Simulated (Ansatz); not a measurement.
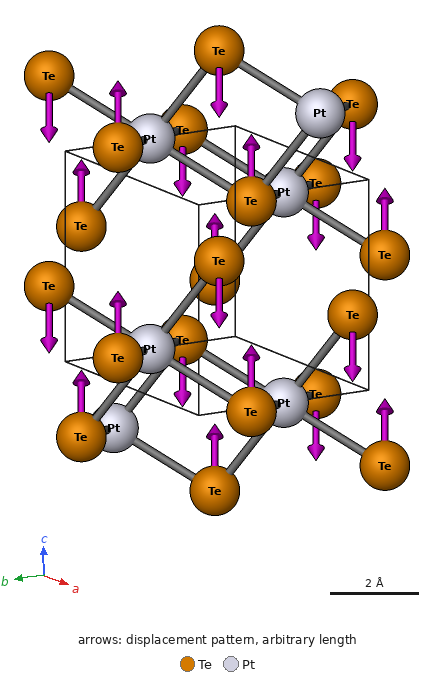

One vibrational mode of solid Te₂Pt (a generated structure) at the zone centre. The purple arrows are the displacements of the atoms (eigenvector over the root of the mass), of arbitrary overall length and sign. The picture is a ball-and-stick view of the conventional cell, seen from a free direction. Lengths and directions refer to the drawn axes.

Computed with Ansatz 0.2.0, DFT PBE, scalar-relativistic, plane waves, PAW. Settings: plane-wave cutoff 420 eV; k-point mesh 10 × 10 × 6; occupations gaussian; smearing width 0.01 eV; no spin polarisation.

Question: What mode is this, and where does it lie in the spectrum?

Answer: This is the A₁g mode at 149 cm⁻¹, optical level 2 of 4, counted from below, Raman-active by symmetry. The Pt atoms stay at rest; all motion is along c; atoms of one kind move against one another, with no net shift of their sublattice.

Limits of the set-up: layers or molecules are held without a dispersion correction, so their spacing is unreliable.
